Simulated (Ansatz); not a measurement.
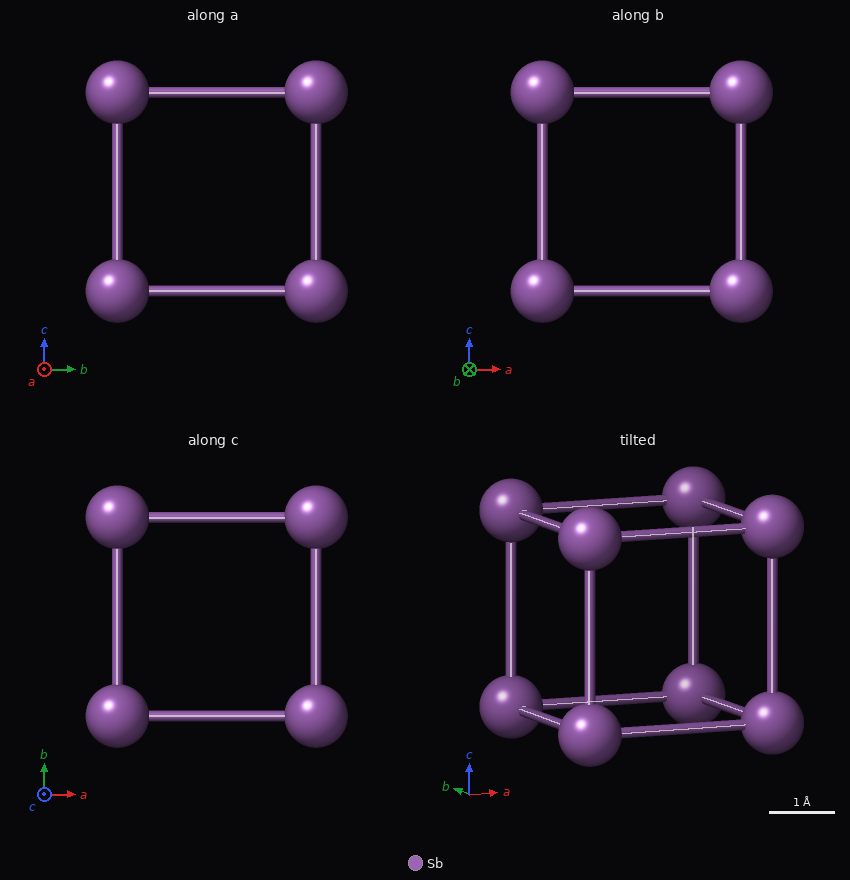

This ball-and-stick model is shown along the a axis, along the b axis, along the c axis and slightly off an axis. The lines enclose the conventional unit cell; boundary atoms appear with their images.

Lattice parameters: a = 3.0828 Å, b = 3.0828 Å, c = 3.0828 Å, α = 90.000°, β = 90.000°, γ = 90.000°.

Q: Put the structure into a CIF in P1 with every atom of the cell.

A:
```cif
data_structure
_symmetry_space_group_name_H-M 'P 1'
_symmetry_Int_Tables_number 1
_cell_length_a 3.0828
_cell_length_b 3.0828
_cell_length_c 3.0828
_cell_angle_alpha 90.000
_cell_angle_beta 90.000
_cell_angle_gamma 90.000
_cell_volume 29.30
loop_
_atom_site_label
_atom_site_type_symbol
_atom_site_fract_x
_atom_site_fract_y
_atom_site_fract_z
_atom_site_occupancy
Sb1 Sb 0.0000 0.0000 0.0000 1
```

The initial geometry was a structure type filled with this element by a generator (whether the element takes this form wasn't checked). Earlier steps of the study may have refined or changed the cell and positions. It went into a calculation with Ansatz.
